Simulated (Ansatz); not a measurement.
System: Ti.

```
Ti
1.0
     5.36087    0.00000    0.00000
     0.00000    5.36087    0.00000
     0.00000    0.00000    5.36087
Ti
8
Direct
  0.75000 0.25000 0.25000
  0.25000 0.75000 0.25000
  0.25000 0.25000 0.75000
  0.75000 0.75000 0.75000
  0.50000 0.00000 0.00000
  0.00000 0.50000 0.00000
  0.00000 0.00000 0.50000
  0.50000 0.50000 0.50000
```

Space group Fd-3m; set up as Ti, diamond; a generated structure, not necessarily the stable one.

All numbers below come from DFT, LDA (PW92), plane waves (420 eV) with PAW, fully relativistic with spin-orbit coupling (Ansatz).

**What can the converged valence pseudo-density and electron localisation function tell about the bonding?**

Ti–Ti (2.32 Å): the density is about 0.38 e/Å³ at the midpoint; the ELF is about 0.10 at the midpoint: no shared electron pair shows on this line.

**Does the calculation give a band gap?**

It is metallic or semimetallic at this level of theory: no gap opens.

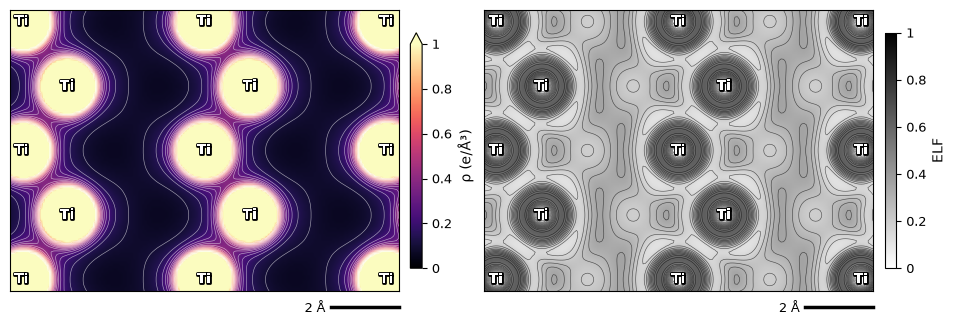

Computed valence pseudo-density and electron localisation function on the (110) plane of the conventional cell, in this order. 

In a PAW calculation such maps are meaningful between the atoms, not at the nuclei.
